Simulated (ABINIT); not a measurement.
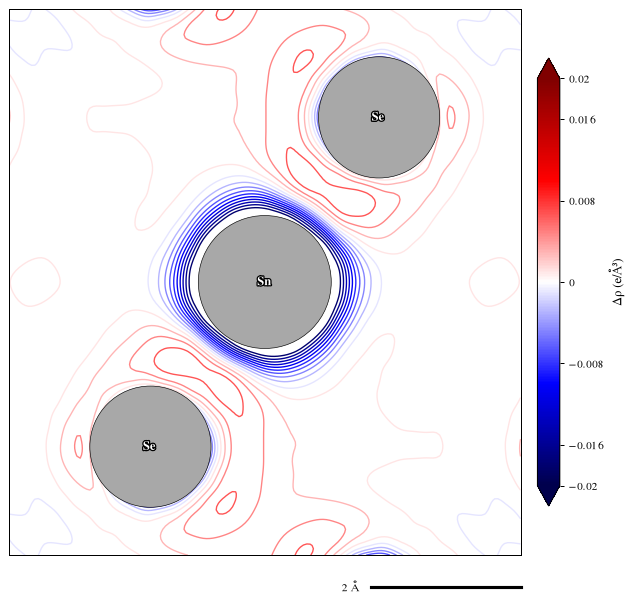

SnSe2. Difference of the valence pseudo-densities of two functionals at the same geometry, on the (110) plane of the calculation cell: r2SCAN less BLYP.

Space group P-3m1.

Both computed with ABINIT (plane waves, PAW), on the same k-point mesh. Grey discs cover the atomic cores.

```
Sn Se
1.0
     3.81100    0.00000    0.00000
    -1.90550    3.30042    0.00000
     0.00000    0.00000    6.13600
Sn Se
1 2
Direct
  0.00000 0.00000 0.00000
  0.66667 0.33333 0.75100
  0.33333 0.66667 0.24900
```

What does the difference map show?

Answer. Against BLYP, r2SCAN gives less density around Sn (−0.014 e/Å³ on average at 1.0 Å from the nucleus) and a change of +0.006 e/Å³ at the midpoint of Sn–Se.
